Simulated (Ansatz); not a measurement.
# Two runs on Rh

System: Rh (2 atoms in the cell).
Method of run A: DFT PBE, scalar-relativistic, plane waves, PAW, no spin polarisation (Ansatz 0.2.0).

The structure derives from a Materials Project entry. Text and figures count atoms from 1; the logs count them from 0 in places.

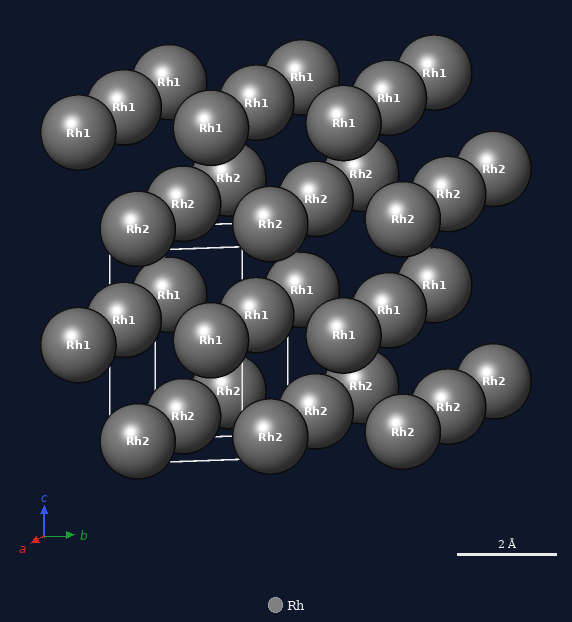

The structure (spheres-only view of the cell of the calculation, repeated 3 × 3 × 2, seen slightly off an axis; atoms are numbered from 1 in the order of the input).

## The input, run A
```yaml
crystal:
  lattice:
    - [2.7247891234, 0.0, 0.0]
    - [-1.3623945617, 2.3597366008, 0.0]
    - [0.0, 0.0, 4.3848426969]
  atoms:
    - { symbol: Rh, position: [0.6666666667, 0.3333333333, 0.75] }
    - { symbol: Rh, position: [0.3333333333, 0.6666666667, 0.25] }
basis:
  ecutwfc: 420
kpoints:
  mp_grid: { grid: [30, 30, 16] }
hamiltonian:
  xc: pbe
scf:
  occupations: { method: gaussian, width: 0.15 }
output:
  forces: true
  stress: true
  eigenvalues: true
  write_density: true
  write_potential: true
  elf: true
  volumetric_format: npy
```

Command:
```bash
ansatz run input.yaml --threads 1 --pin off --max-ram 2560MiB --backend cpu --events-out ev --progress --plain --runs-dir out
```

Hardware: 1 thread of Intel Xeon Gold (Sapphire Rapids), 64 GiB of memory available, shared host.

## Output, shortened to warnings, some set-up lines, iterations and results (run A)
```
Basis set: ecut = 420 eV, 549 PW (Γ), exchange–correlation on 40×40×60 points (8 copies of the dense FFT grid, shifted against one another)
Symmetry: 24 space group operations
k-points: 819 of 14400
Initial density: superposition of atomic densities (neutral atoms: chi_scale 0, normalization atom), corrected by the library's trained network
[...]
SCF iter   1: F=—  HF=-12805.717531 eV  |F-HF|=—  |Δ(HF+E_count)|=         —  Δρ=7.34e-3  dr2=2.46e-3  ethr=1.77e-3  ⟨swp⟩=4.6  Hψ=64750  notcnv=0
SCF iter   2: F=—  HF=-12805.720140 eV  |F-HF|=—  |Δ(HF+E_count)|=   2.61e-3  Δρ=4.10e-3  dr2=8.48e-4  ethr=7.23e-6  ⟨swp⟩=2.0  Hψ=31128  notcnv=0
SCF iter   3: F=—  HF=-12805.720791 eV  |F-HF|=—  |Δ(HF+E_count)|=   6.51e-4  Δρ=5.75e-4  dr2=7.24e-5  ethr=2.49e-6  ⟨swp⟩=2.0  Hψ=24190  notcnv=0
SCF iter   4: F=—  HF=-12805.720784 eV  |F-HF|=—  |Δ(HF+E_count)|=   6.61e-6  Δρ=1.94e-4  dr2=2.81e-6  ethr=2.13e-7  ⟨swp⟩=2.1  Hψ=24926  notcnv=0
SCF iter   5: F=—  HF=-12805.720785 eV  |F-HF|=—  |Δ(HF+E_count)|=   1.24e-6  Δρ=4.76e-5  dr2=5.00e-7  ethr=8.27e-9  ⟨swp⟩=2.0  Hψ=24762  notcnv=0
SCF iter   6: F=-12805.720785 eV  HF=-12805.720785 eV  |F-HF|=4.92e-8  |Δ(HF+E_count)|=   1.12e-7  Δρ=1.69e-5  dr2=6.68e-8  ethr=2.94e-10  ⟨swp⟩=7.2  Hψ=100604  notcnv=0
SCF 1 converged in 6 iterations: F = -12805.720785 eV  dr2 = 6.68e-8
SCF converged after 6 iterations
Free energy (F): -12805.720785 eV
Harris-Foulkes:  -12805.720785 eV  (|F-HF|=4.92e-8)
Internal energy: -12805.682667 eV  (E = F + TS)
E sigma→0 (E₀):  -12805.701726 eV
Entropy (-TS):   -0.038118 eV (-19.059 meV/atom)
Fermi energy:    21.781713 eV
--- Per-component energies (eV) ---
  E_band       = -190.716065
  E_kinetic    = 1145.650165
  E_local      = -3189.375103  (includes V_loc(G=0)·N_el)
  E_nonlocal   = 709.286881
  E_hartree    = 1121.240461
  E_xc         = -443.431931
  E_vxc        = -556.640409  (∫ρ·V_xc dr)
  E_paw        = -7173.790678  (= ΣΔE_a)
  E_vpaw       = -542.137052  (= ΣTr[D̂ρ^β])
  E_aug_tail   = 0.001728  (compensation charges beyond the density's cutoff)
  E_ewald      = -4975.264190
  E_smearing   = -0.038118  (= −TS)
  E_closure    = 0.000000  (closes the sum)
  Σ components = -12805.720785   (vs F -12805.720785, Δ=0.00e0)
--- Forces (eV/Å), atoms counted from 1 ---
  atom   1  Rh     0.00000000     0.00000000     0.00000000
  atom   2  Rh     0.00000000    -0.00000000     0.00000000
  max |Σ_I F_I| component: 2.31e-18 eV/Å
--- Stress (GPa, compression-positive) ---
       -0.040661       0.000000       0.000000
       -0.000000      -0.040661       0.000000
        0.000000       0.000000       0.480992
  P = ⅓ Tr σ = 0.1332 GPa (1.332 kbar)
```

For run B the input was changed thus:
```diff
-  mp_grid: { grid: [30, 30, 16] }
+  mp_grid: { grid: [24, 24, 14] }
```

How does run B compare with run A?

The free energy of run B is 0.14 meV per atom lower, which measures how much it depends on this numerical setting. The number of SCF iterations is the same. The irreducible k-points go from 819 to 488.

## Output, shortened to warnings, some set-up lines, iterations and results (run B)
```
Basis set: ecut = 420 eV, 549 PW (Γ), exchange–correlation on 40×40×60 points (8 copies of the dense FFT grid, shifted against one another)
Symmetry: 24 space group operations
k-points: 488 of 8064
Initial density: superposition of atomic densities (neutral atoms: chi_scale 0, normalization atom), corrected by the library's trained network
[...]
SCF iter   1: F=—  HF=-12805.717825 eV  |F-HF|=—  |Δ(HF+E_count)|=         —  Δρ=7.34e-3  dr2=2.46e-3  ethr=1.77e-3  ⟨swp⟩=4.6  Hψ=38624  notcnv=0
SCF iter   2: F=—  HF=-12805.720422 eV  |F-HF|=—  |Δ(HF+E_count)|=   2.60e-3  Δρ=4.10e-3  dr2=8.51e-4  ethr=7.25e-6  ⟨swp⟩=2.0  Hψ=18541  notcnv=0
SCF iter   3: F=—  HF=-12805.721071 eV  |F-HF|=—  |Δ(HF+E_count)|=   6.50e-4  Δρ=5.72e-4  dr2=7.14e-5  ethr=2.50e-6  ⟨swp⟩=2.0  Hψ=14407  notcnv=0
SCF iter   4: F=—  HF=-12805.721064 eV  |F-HF|=—  |Δ(HF+E_count)|=   7.05e-6  Δρ=1.94e-4  dr2=2.76e-6  ethr=2.10e-7  ⟨swp⟩=2.1  Hψ=14831  notcnv=0
SCF iter   5: F=—  HF=-12805.721066 eV  |F-HF|=—  |Δ(HF+E_count)|=   1.25e-6  Δρ=4.68e-5  dr2=4.84e-7  ethr=8.12e-9  ⟨swp⟩=2.0  Hψ=14731  notcnv=0
SCF iter   6: F=-12805.721065 eV  HF=-12805.721065 eV  |F-HF|=4.66e-8  |Δ(HF+E_count)|=   1.08e-7  Δρ=1.65e-5  dr2=6.33e-8  ethr=2.94e-10  ⟨swp⟩=7.1  Hψ=59855  notcnv=0
SCF 1 converged in 6 iterations: F = -12805.721065 eV  dr2 = 6.33e-8
SCF converged after 6 iterations
Free energy (F): -12805.721065 eV
Harris-Foulkes:  -12805.721065 eV  (|F-HF|=4.66e-8)
Internal energy: -12805.682828 eV  (E = F + TS)
E sigma→0 (E₀):  -12805.701947 eV
Entropy (-TS):   -0.038237 eV (-19.119 meV/atom)
Fermi energy:    21.781552 eV
--- Per-component energies (eV) ---
  E_band       = -190.718071
  E_kinetic    = 1145.648277
  E_local      = -3189.372426  (includes V_loc(G=0)·N_el)
  E_nonlocal   = 709.287146
  E_hartree    = 1121.238917
  E_xc         = -443.431918
  E_vxc        = -556.640405  (∫ρ·V_xc dr)
  E_paw        = -7173.790363  (= ΣΔE_a)
  E_vpaw       = -542.136568  (= ΣTr[D̂ρ^β])
  E_aug_tail   = 0.001728  (compensation charges beyond the density's cutoff)
  E_ewald      = -4975.264190
  E_smearing   = -0.038237  (= −TS)
  E_closure    = 0.000000  (closes the sum)
  Σ components = -12805.721065   (vs F -12805.721065, Δ=0.00e0)
--- Forces (eV/Å), atoms counted from 1 ---
  atom   1  Rh    -0.00000000     0.00000000     0.00000000
  atom   2  Rh    -0.00000000    -0.00000000     0.00000000
  max |Σ_I F_I| component: 1.39e-17 eV/Å
--- Stress (GPa, compression-positive) ---
       -0.050055       0.000000       0.000000
        0.000000      -0.050055       0.000000
        0.000000       0.000000       0.500308
  P = ⅓ Tr σ = 0.1334 GPa (1.334 kbar)
```

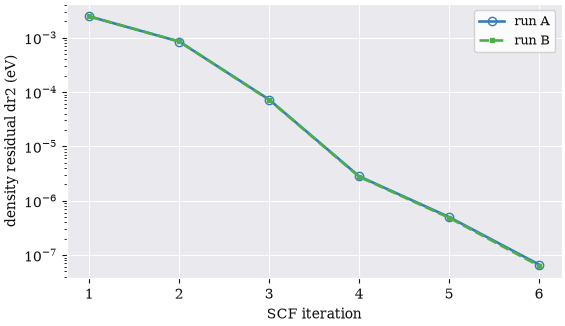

Convergence of the two runs: density residual dr2 against the SCF iteration. Run A takes 6 iterations in all, and run B takes 6.

## The two runs side by side

| quantity | run A | run B |
| --- | --- | --- |
| outcome | converged | converged |
| free energy per atom (eV) | −6402.8604 | −6402.8605 |
| energy per atom, smearing taken to zero (eV) | −6402.8509 | −6402.8510 |
| gap on the mesh (eV) | 0.00 | 0.00 |
| pressure (GPa) | 0.13 | 0.13 |
| largest force (eV/Å) | 0.000 | 0.000 |
| SCF iterations | 6 | 6 |
| irreducible k-points | 819 | 488 |
| plane waves at Γ | 549 | 549 |
| wall time (shared host) | 14 s | 12 s |
